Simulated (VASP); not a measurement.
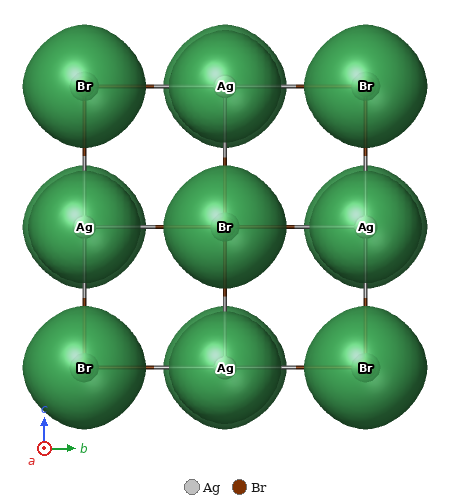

*AgBr. Isosurface of the valence charge density (pseudo) at 0.3 e/Å³ (green), seen along the a axis. Sticks mark near contacts.*

Space group Fm-3m.

All numbers below come from VASP, Kohn-Sham DFT of a periodic cell, r2SCAN, VASP PAW PBE potentials, recommended.

### What does this surface tell about the bonding?

At this value the density breaks into separate islands; it holds about 80 % of the electrons treated as valence. It bridges none of the near contacts. It is pinched off along the shortest Ag–Br (2.89 Å) contacts. On the grid the lowest density along these lines, outside the cores, is 0.21 e/Å³ (Ag–Br, 2.89 Å).

### Does the calculation give a band gap?

It is gapped, with a Kohn–Sham gap of 1.3 eV on the k-point mesh, an upper bound to the gap of this method.
